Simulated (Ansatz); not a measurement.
The calculation's input:

```
crystal:
  lattice:
    - [4.9833800527, 0.0, 0.0]
    - [0.0, 4.9833800527, 0.0]
    - [0.0, 0.0, 6.9195427378]
  atoms:
    - { symbol: Si, position: [0.8020607766, 0.8020607766, 0.5] }
    - { symbol: Si, position: [0.6979392234, 0.3020607766, 0.25] }
    - { symbol: Si, position: [0.1979392234, 0.1979392234, 0.0] }
    - { symbol: Si, position: [0.3020607766, 0.6979392234, 0.75] }
    - { symbol: O, position: [0.2616871676, 0.3915244061, 0.8189055404] }
    - { symbol: O, position: [0.1084755939, 0.7616871676, 0.5689055404] }
    - { symbol: O, position: [0.7383128324, 0.6084755939, 0.3189055404] }
    - { symbol: O, position: [0.8915244061, 0.2383128324, 0.0689055404] }
    - { symbol: O, position: [0.7616871676, 0.1084755939, 0.4310944596] }
    - { symbol: O, position: [0.6084755939, 0.7383128324, 0.6810944596] }
    - { symbol: O, position: [0.2383128324, 0.8915244061, 0.9310944596] }
    - { symbol: O, position: [0.3915244061, 0.2616871676, 0.1810944596] }
basis:
  ecutwfc: 500
kpoints:
  mp_grid: { grid: [6, 6, 4] }
  band_path:
    path:
      - [[0.0, 0.0, 0.0], [0.0, 0.5, 0.0], [0.5, 0.5, 0.0], [0.0, 0.0, 0.0], [0.0, 0.0, 0.5], [0.0, 0.5, 0.5], [0.5, 0.5, 0.5], [0.0, 0.0, 0.5]]
      - [[0.0, 0.5, 0.0], [0.0, 0.5, 0.5]]
      - [[0.5, 0.5, 0.0], [0.5, 0.5, 0.5]]
    npoints: 10
hamiltonian:
  xc: r2scan
scf:
  occupations: { method: gaussian, width: 0.02 }
  n_extra_bands: 30
output:
  forces: true
  stress: true
  eigenvalues: true
  populations: true
  dos: { projected: true, de: 0.02, nscf_kmesh: { grid: [9, 9, 6] } }
  bader: false
  write_density: true
  write_potential: true
  elf: true
  volumetric_format: npy
```

Command:

```sh
ansatz run input.yaml --threads 2 --pin off --max-ram 5120MiB --backend cpu --events-out ev --progress --plain --runs-dir out
```

Below, planes, directions and counts refer to the conventional cell (a = 4.98 Å, b = 4.98 Å, c = 6.92 Å, α = 90.00°, β = 90.00°, γ = 90.00°).

Space group P4₃2₁2.

Computed with DFT r2SCAN, scalar-relativistic, plane waves, PAW (Ansatz).

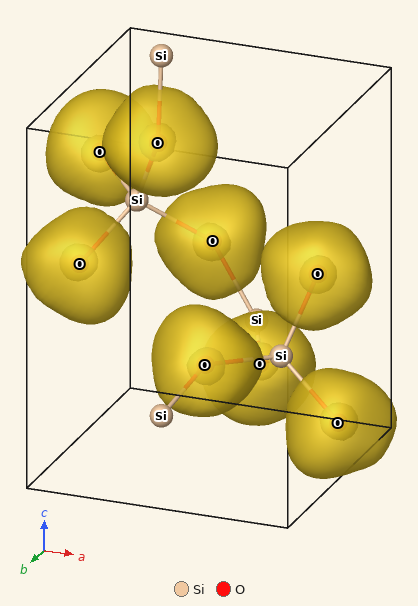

SiO2. Isosurface of the electron localisation function at 0.65 (yellow), seen at an oblique angle. Only the valence region is drawn (cores and ρ < 0.01 e/Å³ removed). Sticks mark near contacts.

Core electrons are frozen (PAW), and the valence fields are smoothed inside the atomic spheres.

> Identify the bonds, lone pairs and shells in this picture.

The surface consists of eight regions on O in which the atom's valence shell and bonds are merged, counted in one cell of 12 atoms. Any copies at cell faces, edges or corners count once. Profiles from the grid: Si–O (1.61 Å): the ELF peaks at about 0.85 between the atoms: a short, strongly polar bond.

> Does the calculation make it a metal, or give it a gap?

It is gapped, with a Kohn–Sham gap of 6.3 eV on the k-point mesh (the band edges may lie off the mesh, which would make the gap smaller).
